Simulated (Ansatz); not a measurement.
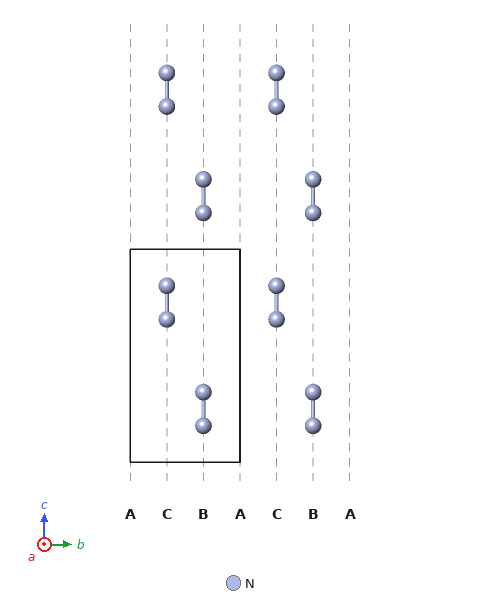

The picture looks along a close-packed row of the hexagonal mesh; c points upwards. The dashed lines mark the three columns A (0, 0), B (1/3, 2/3) and C (2/3, 1/3). The sequence starts with the first layer at or above the cell's origin.

N: the input geometry of an electronic-structure calculation (not necessarily at equilibrium).

Q: Read off the stacking sequence over one period.

A: N(B) – N(B) – N(C) – N(C) (four layers in 7.01 Å).

Q: How are the N layers alone stacked?

A: N layers alone: BBCC, a sequence in which some neighbouring layers lie directly above each other.

Heights of the layers:

```
layer  atoms (column)  height (Å)  to next (Å)
    1            N(B)        1.20         1.11
    2            N(B)        2.30         2.40
    3            N(C)        4.70         1.11
    4            N(C)        5.81         2.40
```
